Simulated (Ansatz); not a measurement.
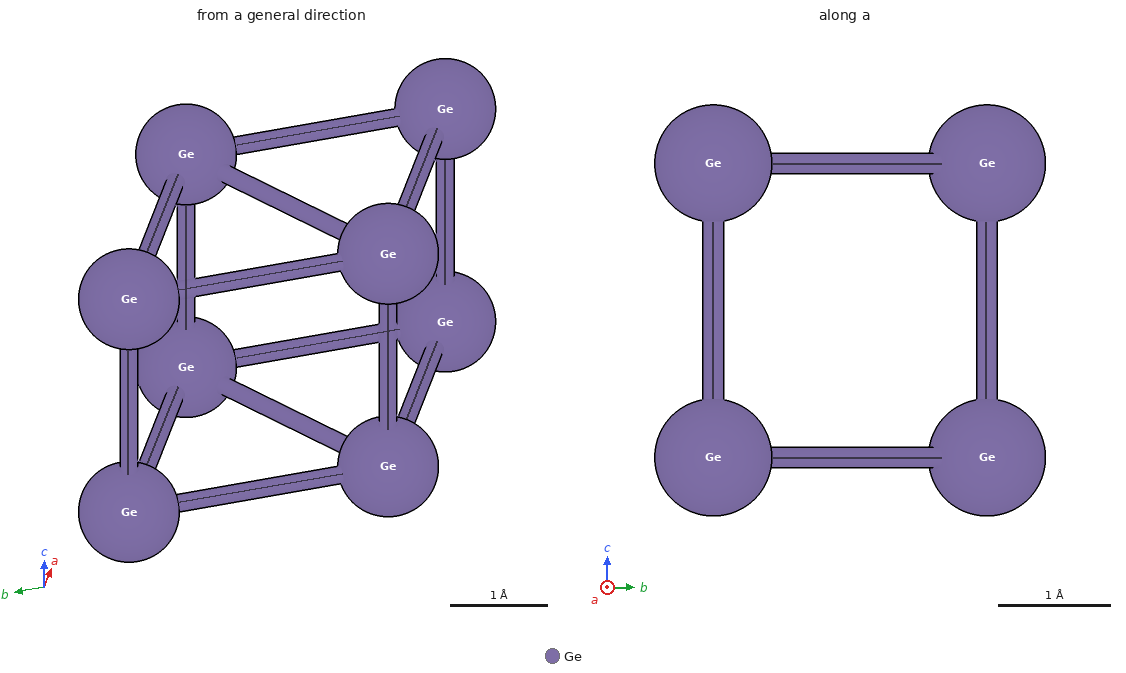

The crystal in a ball-and-stick representation, seen from a general direction and along the a axis. Lines trace the edges of the conventional unit cell.

Cell dimensions are a = 2.84 Å, b = 2.84 Å, c = 2.64 Å, α = 90.00°, β = 90.00°, γ = 120.00°.

How many atoms are there in one cell?

Answer. 1 (germanium), counting shared atoms by their share.

Which space group does it belong to?

Answer. P6/mmm (No. 191), with Ge on 1a.

Structure type?

Answer. Simple hexagonal.

What extended units do the bonds make?

Answer. The bonds build a three-dimensional framework.

The model was built from a textbook structure type filled with this element (whether it is the usual form wasn't checked). The final geometry of a relaxation with Ansatz 0.2.0, DFT PBEsol, scalar-relativistic, plane waves, PAW is shown.
